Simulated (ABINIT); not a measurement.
**Geometry relaxation, with input and output: PbSe (part 2 of 2)**

The same run, continued: PbSe (Fm-3m, 2 atoms in the cell); Kohn-Sham DFT of a periodic cell, LDA, PseudoDojo NC SR LDA v0.4.1 standard, no spin polarisation (ABINIT 10.8.3); cutoff 1170.09 eV, 6×6×6 k-mesh, fermi-dirac of 0.05 eV. The structure derives from an entry of the Crystallography Open Database.

Geometry of the input (Å; fractional positions):
```
0.0000  3.0606  3.0606
3.0606  0.0000  3.0606
3.0606  3.0606  0.0000
Pb 0.0000  0.0000  0.0000
Se 0.5000  0.5000  0.5000
```

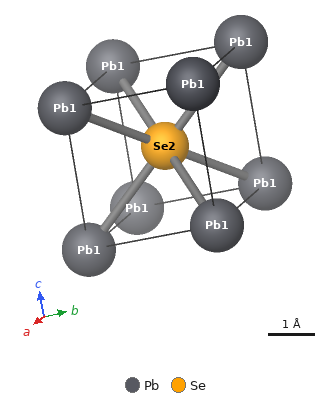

*The geometry at step 2 of the log (ball-and-stick view of the cell of the calculation, seen slightly off an axis; atoms are numbered from 1 in the order of the input).*

What the program printed, continued
```
 Cartesian coordinates (xcart) [bohr]
  0.00000000000000E+00  0.00000000000000E+00  0.00000000000000E+00
  5.77080978577286E+00  5.77080978577286E+00  5.77080978577286E+00
 Reduced coordinates (xred)
  0.00000000000000E+00  0.00000000000000E+00  0.00000000000000E+00
  5.00000000000000E-01  5.00000000000000E-01  5.00000000000000E-01
 Cartesian forces (fcart) [Ha/bohr]; max,rms= 0.00000E+00 0.00000E+00 (free atoms)
 -0.00000000000000E+00 -0.00000000000000E+00 -0.00000000000000E+00
 -0.00000000000000E+00 -0.00000000000000E+00 -0.00000000000000E+00
 Gradient of E wrt nuclear positions in reduced coordinates (gred)
  0.00000000000000E+00  0.00000000000000E+00  0.00000000000000E+00
  0.00000000000000E+00  0.00000000000000E+00  0.00000000000000E+00
 Scale of Primitive Cell (acell) [bohr]
  8.16115746491535E+00  8.16115746491535E+00  8.16115746491535E+00
 Real space primitive translations (rprimd) [bohr]
  0.00000000000000E+00  5.77080978577286E+00  5.77080978577286E+00
  5.77080978577286E+00  0.00000000000000E+00  5.77080978577286E+00
  5.77080978577286E+00  5.77080978577286E+00  0.00000000000000E+00
 Unitary Cell Volume (ucvol) [Bohr^3]=  3.84361849403774E+02
 Angles (23,13,12)= [degrees]
  6.00000000000000E+01  6.00000000000000E+01  6.00000000000000E+01
 Lengths [Bohr]
  8.16115746491535E+00  8.16115746491535E+00  8.16115746491535E+00
 Stress tensor in cartesian coordinates (strten) [Ha/bohr^3]
  6.38167838874441E-05  0.00000000000000E+00  0.00000000000000E+00
  0.00000000000000E+00  6.38167838874441E-05  0.00000000000000E+00
  0.00000000000000E+00  0.00000000000000E+00  6.38167838874458E-05
 Total energy (etotal) [Ha]= -1.91481068971784E+02

 Difference of energy with previous step (new-old):
           Absolute (Ha)=-1.80275E-04
           Relative     =-9.41478E-07

--- Iteration: ( 3/50) Internal Cycle: (1/1)
--------------------------------------------------------------------------------

---SELF-CONSISTENT-FIELD CONVERGENCE--------------------------------------------

--- !BeginCycle
iteration_state: {dtset: 1, itime: 3, icycle: 1, }
solver: {iscf: 7, nstep: 80, nline: 4, wfoptalg: 0, }
tolerances: {tolvrs: 1.00E-12, }
...

     iter   Etot(hartree)      deltaE(h)  residm     vres2
 ETOT  1  -191.40790880485    -1.914E+02 1.936E-02 9.910E+02
 ETOT  2  -191.46506737635    -5.716E-02 3.808E-06 2.459E+02
 ETOT  3  -191.48141027512    -1.634E-02 4.372E-04 2.360E+00
 ETOT  4  -191.48151091958    -1.006E-04 5.570E-06 9.171E-02
 ETOT  5  -191.48151426165    -3.342E-06 3.861E-07 3.227E-03
 ETOT  6  -191.48151449873    -2.371E-07 4.393E-08 6.369E-05
 ETOT  7  -191.48151450261    -3.883E-09 1.733E-08 4.565E-07
 ETOT  8  -191.48151450264    -2.342E-11 2.211E-08 2.731E-09
 ETOT  9  -191.48151450264     9.948E-13 9.885E-09 4.528E-11
 ETOT 10  -191.48151450265    -1.864E-11 1.181E-08 6.662E-13

 At SCF step   10       vres2   =  6.66E-13 < tolvrs=  1.00E-12 =>converged.

 Cartesian components of stress tensor (hartree/bohr^3)
  sigma(1 1)= -3.08409056E-06  sigma(3 2)=  0.00000000E+00
  sigma(2 2)= -3.08409056E-06  sigma(3 1)=  0.00000000E+00
  sigma(3 3)= -3.08409056E-06  sigma(2 1)=  0.00000000E+00

--- !ResultsGS
iteration_state: {dtset: 1, itime: 3, icycle: 1, }
comment   : Summary of ground state results
lattice_vectors:
- [  0.0000000,   5.6987693,   5.6987693, ]
- [  5.6987693,   0.0000000,   5.6987693, ]
- [  5.6987693,   5.6987693,   0.0000000, ]
lattice_lengths: [   8.05928,    8.05928,    8.05928, ]
lattice_angles: [ 60.000,  60.000,  60.000, ] # degrees, (23, 13, 12)
lattice_volume:   3.7014614E+02
convergence: {deltae: -1.864E-11, res2:  6.662E-13, residm:  1.181E-08, diffor: null, }
etotal    :  -1.91481515E+02
entropy   :   0.00000000E+00
fermie    :   1.69435652E-01
cartesian_stress_tensor: # hartree/bohr^3
- [ -3.08409056E-06,   0.00000000E+00,   0.00000000E+00, ]
- [  0.00000000E+00,  -3.08409056E-06,   0.00000000E+00, ]
- [  0.00000000E+00,   0.00000000E+00,  -3.08409056E-06, ]
pressure_GPa:   9.0737E-02
xred      :
- [  0.0000E+00,   0.0000E+00,   0.0000E+00, Pb]
- [  5.0000E-01,   5.0000E-01,   5.0000E-01, Se]
cartesian_forces: # hartree/bohr
- [ -0.00000000E+00,  -0.00000000E+00,  -0.00000000E+00, ]
- [ -0.00000000E+00,  -0.00000000E+00,  -0.00000000E+00, ]
force_length_stats: {min:   0.00000000E+00, max:   0.00000000E+00, mean:   0.00000000E+00, }
...

 Integrated electronic density in atomic spheres:
 ------------------------------------------------
 Atom  Sphere_radius  Integrated_density
    1        2.00000         10.05705403
    2        2.00000         13.23188918

---OUTPUT-----------------------------------------------------------------------

 Cartesian coordinates (xcart) [bohr]
  0.00000000000000E+00  0.00000000000000E+00  0.00000000000000E+00
  5.69876932427333E+00  5.69876932427333E+00  5.69876932427333E+00
 Reduced coordinates (xred)
  0.00000000000000E+00  0.00000000000000E+00  0.00000000000000E+00
  5.00000000000000E-01  5.00000000000000E-01  5.00000000000000E-01
 Cartesian forces (fcart) [Ha/bohr]; max,rms= 0.00000E+00 0.00000E+00 (free atoms)
 -0.00000000000000E+00 -0.00000000000000E+00 -0.00000000000000E+00
 -0.00000000000000E+00 -0.00000000000000E+00 -0.00000000000000E+00
 Gradient of E wrt nuclear positions in reduced coordinates (gred)
  0.00000000000000E+00  0.00000000000000E+00  0.00000000000000E+00
  0.00000000000000E+00  0.00000000000000E+00  0.00000000000000E+00
 Scale of Primitive Cell (acell) [bohr]
  8.05927686722310E+00  8.05927686722310E+00  8.05927686722310E+00
 Real space primitive translations (rprimd) [bohr]
  0.00000000000000E+00  5.69876932427333E+00  5.69876932427333E+00
  5.69876932427333E+00  0.00000000000000E+00  5.69876932427333E+00
  5.69876932427333E+00  5.69876932427333E+00  0.00000000000000E+00
 Unitary Cell Volume (ucvol) [Bohr^3]=  3.70146143868160E+02
 Angles (23,13,12)= [degrees]
  6.00000000000000E+01  6.00000000000000E+01  6.00000000000000E+01
 Lengths [Bohr]
  8.05927686722310E+00  8.05927686722310E+00  8.05927686722310E+00
 Stress tensor in cartesian coordinates (strten) [Ha/bohr^3]
 -3.08409056306094E-06  0.00000000000000E+00  0.00000000000000E+00
  0.00000000000000E+00 -3.08409056305747E-06  0.00000000000000E+00
  0.00000000000000E+00  0.00000000000000E+00 -3.08409056306441E-06
 Total energy (etotal) [Ha]= -1.91481514502654E+02

 Difference of energy with previous step (new-old):
           Absolute (Ha)=-4.45531E-04
           Relative     =-2.32676E-06

--- Iteration: ( 4/50) Internal Cycle: (1/1)
--------------------------------------------------------------------------------

---SELF-CONSISTENT-FIELD CONVERGENCE--------------------------------------------

--- !BeginCycle
iteration_state: {dtset: 1, itime: 4, icycle: 1, }
solver: {iscf: 7, nstep: 80, nline: 4, wfoptalg: 0, }
tolerances: {tolvrs: 1.00E-12, }
...

     iter   Etot(hartree)      deltaE(h)  residm     vres2
 ETOT  1  -191.48135195137    -1.915E+02 1.401E-08 2.159E+00
 ETOT  2  -191.48147662714    -1.247E-04 1.023E-08 5.766E-01
 ETOT  3  -191.48151529261    -3.867E-05 9.186E-07 3.971E-03
 ETOT  4  -191.48151541987    -1.273E-07 1.109E-08 1.611E-04
 ETOT  5  -191.48151542684    -6.971E-09 3.044E-09 6.589E-06
 ETOT  6  -191.48151542729    -4.460E-10 1.485E-09 2.628E-08
 ETOT  7  -191.48151542729    -1.990E-12 1.692E-09 6.651E-10
 ETOT  8  -191.48151542729    -7.674E-13 7.885E-10 1.890E-11
 ETOT  9  -191.48151542730    -1.296E-11 9.877E-10 2.708E-14

 At SCF step    9       vres2   =  2.71E-14 < tolvrs=  1.00E-12 =>converged.

 Cartesian components of stress tensor (hartree/bohr^3)
  sigma(1 1)=  1.09574308E-07  sigma(3 2)=  0.00000000E+00
  sigma(2 2)=  1.09574308E-07  sigma(3 1)=  0.00000000E+00
  sigma(3 3)=  1.09574308E-07  sigma(2 1)=  0.00000000E+00

--- !ResultsGS
iteration_state: {dtset: 1, itime: 4, icycle: 1, }
comment   : Summary of ground state results
lattice_vectors:
- [  0.0000000,   5.7019730,   5.7019730, ]
- [  5.7019730,   0.0000000,   5.7019730, ]
- [  5.7019730,   5.7019730,   0.0000000, ]
lattice_lengths: [   8.06381,    8.06381,    8.06381, ]
lattice_angles: [ 60.000,  60.000,  60.000, ] # degrees, (23, 13, 12)
lattice_volume:   3.7077075E+02
convergence: {deltae: -1.296E-11, res2:  2.708E-14, residm:  9.877E-10, diffor: null, }
etotal    :  -1.91481515E+02
entropy   :   0.00000000E+00
fermie    :   1.68730970E-01
cartesian_stress_tensor: # hartree/bohr^3
- [  1.09574308E-07,   0.00000000E+00,   0.00000000E+00, ]
- [  0.00000000E+00,   1.09574308E-07,   0.00000000E+00, ]
- [  0.00000000E+00,   0.00000000E+00,   1.09574308E-07, ]
pressure_GPa:  -3.2238E-03
xred      :
- [  0.0000E+00,   0.0000E+00,   0.0000E+00, Pb]
- [  5.0000E-01,   5.0000E-01,   5.0000E-01, Se]
cartesian_forces: # hartree/bohr
- [ -0.00000000E+00,  -0.00000000E+00,  -0.00000000E+00, ]
- [ -0.00000000E+00,  -0.00000000E+00,  -0.00000000E+00, ]
force_length_stats: {min:   0.00000000E+00, max:   0.00000000E+00, mean:   0.00000000E+00, }
...

 Integrated electronic density in atomic spheres:
 ------------------------------------------------
 Atom  Sphere_radius  Integrated_density
    1        2.00000         10.06122055
    2        2.00000         13.23524667

---OUTPUT-----------------------------------------------------------------------

 Cartesian coordinates (xcart) [bohr]
  0.00000000000000E+00  0.00000000000000E+00  0.00000000000000E+00
  5.70197298023835E+00  5.70197298023835E+00  5.70197298023835E+00
 Reduced coordinates (xred)
  0.00000000000000E+00  0.00000000000000E+00  0.00000000000000E+00
  5.00000000000000E-01  5.00000000000000E-01  5.00000000000000E-01
 Cartesian forces (fcart) [Ha/bohr]; max,rms= 0.00000E+00 0.00000E+00 (free atoms)
 -0.00000000000000E+00 -0.00000000000000E+00 -0.00000000000000E+00
 -0.00000000000000E+00 -0.00000000000000E+00 -0.00000000000000E+00
 Gradient of E wrt nuclear positions in reduced coordinates (gred)
  0.00000000000000E+00  0.00000000000000E+00  0.00000000000000E+00
  0.00000000000000E+00  0.00000000000000E+00  0.00000000000000E+00
 Scale of Primitive Cell (acell) [bohr]
  8.06380752093802E+00  8.06380752093802E+00  8.06380752093802E+00
 Real space primitive translations (rprimd) [bohr]
  0.00000000000000E+00  5.70197298023835E+00  5.70197298023835E+00
  5.70197298023835E+00  0.00000000000000E+00  5.70197298023835E+00
  5.70197298023835E+00  5.70197298023835E+00  0.00000000000000E+00
 Unitary Cell Volume (ucvol) [Bohr^3]=  3.70770745911690E+02
 Angles (23,13,12)= [degrees]
  6.00000000000000E+01  6.00000000000000E+01  6.00000000000000E+01
 Lengths [Bohr]
  8.06380752093802E+00  8.06380752093801E+00  8.06380752093802E+00
 Stress tensor in cartesian coordinates (strten) [Ha/bohr^3]
  1.09574308029825E-07  0.00000000000000E+00  0.00000000000000E+00
  0.00000000000000E+00  1.09574308022886E-07  0.00000000000000E+00
  0.00000000000000E+00  0.00000000000000E+00  1.09574308029825E-07
 Total energy (etotal) [Ha]= -1.91481515427303E+02

 Difference of energy with previous step (new-old):
           Absolute (Ha)=-9.24649E-07
           Relative     =-4.82892E-09

 At Broyd/MD step   4, gradients are converged :
  max grad (force/stress) = 1.0957E-05 < tolmxf= 2.0000E-05 ha/bohr (free atoms)

================================================================================

 ----iterations are completed or convergence reached----

 Mean square residual over all n,k,spin=   32.493E-13; max=  98.772E-11
 reduced coordinates (array xred) for    2 atoms
       0.000000000000      0.000000000000      0.000000000000
       0.500000000000      0.500000000000      0.500000000000
 rms dE/dt=  0.0000E+00; max dE/dt=  0.0000E+00; dE/dt below (all hartree)
    1       0.000000000000      0.000000000000      0.000000000000
    2       0.000000000000      0.000000000000      0.000000000000

 cartesian coordinates (angstrom) at end:
    1      0.00000000000000     0.00000000000000     0.00000000000000
    2      3.01735415627979     3.01735415627979     3.01735415627979

 cartesian forces (hartree/bohr) at end:
    1     -0.00000000000000    -0.00000000000000    -0.00000000000000
    2     -0.00000000000000    -0.00000000000000    -0.00000000000000
 frms,max,avg= 0.0000000E+00 0.0000000E+00   0.000E+00  0.000E+00  0.000E+00 h/b

 cartesian forces (eV/Angstrom) at end:
    1     -0.00000000000000    -0.00000000000000    -0.00000000000000
    2     -0.00000000000000    -0.00000000000000    -0.00000000000000
 frms,max,avg= 0.0000000E+00 0.0000000E+00   0.000E+00  0.000E+00  0.000E+00 e/A
 length scales=  8.063807520938  8.063807520938  8.063807520938 bohr
              =  4.267183170294  4.267183170294  4.267183170294 angstroms
 Fermi (or HOMO) energy (hartree) =   0.16873   Average Vxc (hartree)=  -0.38989
 Eigenvalues (hartree) for nkpt=  16  k points:
 kpt#   1, nband= 19, wtk=  0.00463, kpt=  0.0000  0.0000  0.0000 (reduced coord)
  -1.58171   -1.58171   -1.58158   -1.58158   -1.58158   -0.45014   -0.45014   -0.45000
  -0.45000   -0.45000   -0.34758   -0.06733    0.09208    0.09208    0.09208    0.33997
   0.33997    0.33997    0.40356
      occupation numbers for kpt#   1
   2.00000    2.00000    2.00000    2.00000    2.00000    2.00000    2.00000    2.00000
   2.00000    2.00000    2.00000    2.00000    2.00000    2.00000    2.00000    0.00000
   0.00000    0.00000    0.00000
 prteigrs : prtvol=0 or 1, do not print more k-points.

--- !EnergyTerms
iteration_state     : {dtset: 1, itime: 4, icycle: 1, }
comment             : Components of total free energy in Hartree
kinetic             :  1.12787495875635E+02
hartree             :  4.90164047672260E+01
xc                  : -4.36161831648290E+01
Ewald energy        : -1.12266315483489E+02
psp_core            :  5.86765059584480E+00
local_psp           : -1.38121491738591E+02
non_local_psp       : -6.51489864466264E+01
internal            : -1.91481425594831E+02
'-kT*entropy'       : -8.98324724607561E-05
total_energy        : -1.91481515427303E+02
total_energy_eV     : -5.21047747525811E+03
band_energy         : -2.07642203174937E+01
...

 Cartesian components of stress tensor (hartree/bohr^3)
  sigma(1 1)=  1.09574308E-07  sigma(3 2)=  0.00000000E+00
  sigma(2 2)=  1.09574308E-07  sigma(3 1)=  0.00000000E+00
  sigma(3 3)=  1.09574308E-07  sigma(2 1)=  0.00000000E+00

-Cartesian components of stress tensor (GPa)         [Pressure= -3.2238E-03 GPa]
- sigma(1 1)=  3.22378744E-03  sigma(3 2)=  0.00000000E+00
- sigma(2 2)=  3.22378744E-03  sigma(3 1)=  0.00000000E+00
- sigma(3 3)=  3.22378744E-03  sigma(2 1)=  0.00000000E+00

== END DATASET(S) ==============================================================
================================================================================

 -outvars: echo values of variables after computation  --------
            acell      8.0638075209E+00  8.0638075209E+00  8.0638075209E+00 Bohr
           etotal     -1.9148151543E+02
            fcart     -0.0000000000E+00 -0.0000000000E+00 -0.0000000000E+00
                      -0.0000000000E+00 -0.0000000000E+00 -0.0000000000E+00
            rprim      0.0000000000E+00  7.0710678119E-01  7.0710678119E-01
                       7.0710678119E-01  0.0000000000E+00  7.0710678119E-01
                       7.0710678119E-01  7.0710678119E-01  0.0000000000E+00
           strten      1.0957430803E-07  1.0957430802E-07  1.0957430803E-07
                       0.0000000000E+00  0.0000000000E+00  0.0000000000E+00
           xangst      0.0000000000E+00  0.0000000000E+00  0.0000000000E+00
                       3.0173541563E+00  3.0173541563E+00  3.0173541563E+00
             xred      0.0000000000E+00  0.0000000000E+00  0.0000000000E+00
                       5.0000000000E-01  5.0000000000E-01  5.0000000000E-01
 Calculation completed.
```

Trajectory as extended XYZ (Å, eV, eV/Å), 4 frames, from step=0 to step=3
```
2
Lattice="0.0000 3.0606 3.0606 3.0606 0.0000 3.0606 3.0606 3.0606 0.0000" Properties=species:S:1:pos:R:3:forces:R:3 step=0 energy=-5210.46042
Pb    0.0000    0.0000    0.0000    0.0000   0.0000   0.0000
Se    3.0606    3.0606    3.0606    0.0000   0.0000   0.0000
2
Lattice="0.0000 3.0538 3.0538 3.0538 0.0000 3.0538 3.0538 3.0538 0.0000" Properties=species:S:1:pos:R:3:forces:R:3 step=1 energy=-5210.46533
Pb    0.0000    0.0000    0.0000    0.0000   0.0000   0.0000
Se    3.0538    3.0538    3.0538    0.0000   0.0000   0.0000
2
Lattice="0.0000 3.0157 3.0157 3.0157 0.0000 3.0157 3.0157 3.0157 0.0000" Properties=species:S:1:pos:R:3:forces:R:3 step=2 energy=-5210.47745
Pb    0.0000    0.0000    0.0000    0.0000   0.0000   0.0000
Se    3.0157    3.0157    3.0157    0.0000   0.0000   0.0000
2
Lattice="0.0000 3.0174 3.0174 3.0174 0.0000 3.0174 3.0174 3.0174 0.0000" Properties=species:S:1:pos:R:3:forces:R:3 step=3 energy=-5210.47747
Pb    0.0000    0.0000    0.0000    0.0000   0.0000   0.0000
Se    3.0174    3.0174    3.0174    0.0000   0.0000   0.0000
```

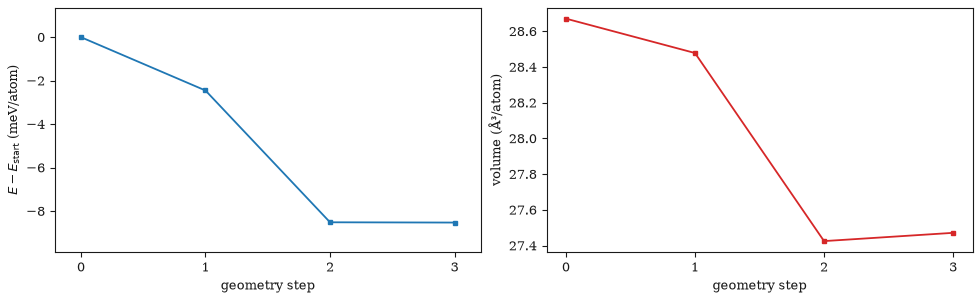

*Progress of the relaxation, step by step (steps are counted from 0).*

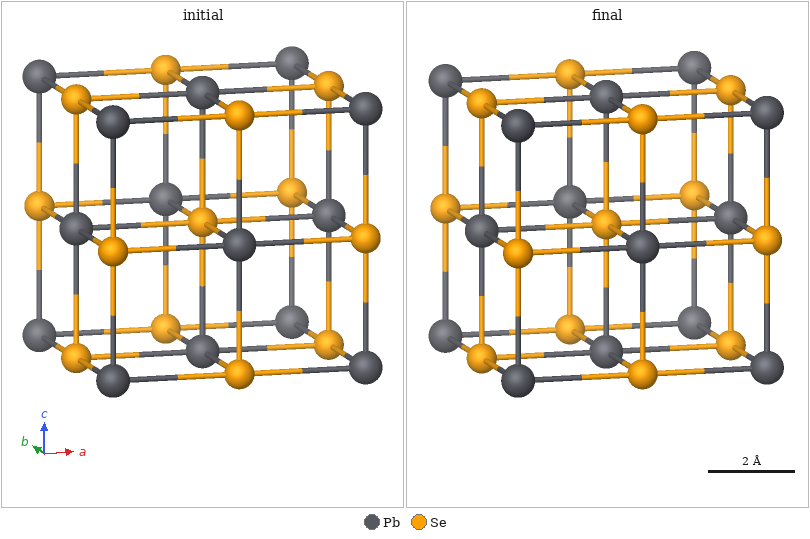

*Before (left) and after (right) the relaxation, at one scale (ball-and-stick view of the cell 4 times as large as that of the calculation, set on its symmetry axes, seen slightly off an axis).*

The energy falls by 8.5 meV per atom in 3 geometry steps. All forces vanish by symmetry, so only the cell relaxes. No atom moves by more than 0.005 Å relative to the cell. Cell: a = b = c 6.121 → 6.035 Å (−1.4 %). Volume −4.2 %. Among the contacts that change: Pb1–Se2 3.061 → 3.017 Å. The space group stays Fm-3m (No. 225). (Atoms are counted from 1 in the order of the input.)

Results in brief

| quantity | value |
| --- | --- |
| outcome | converged |
| space group (tolerance 0.01 Å) | Fm-3m (225) |
| electrons treated | 30 |
| free energy | −5210.4775 eV |
| Fermi energy | 4.591 eV |
| gap on the k-point mesh | 0.05 eV |
| pressure | 0.00 GPa |
| final volume | 54.94 Å³ |
| largest force (length of the vector) at the end | under 0.001 eV/Å |
| final cell | a = 4.267 Å, b = 4.267 Å, c = 4.267 Å, α = 60.00°, β = 60.00°, γ = 60.00° |
| wall time | 80 s (CPU time 5.3 min) |
| peak memory | 0.4 GiB |

Remarks

Spin–orbit coupling is left out, which matters for Pb.
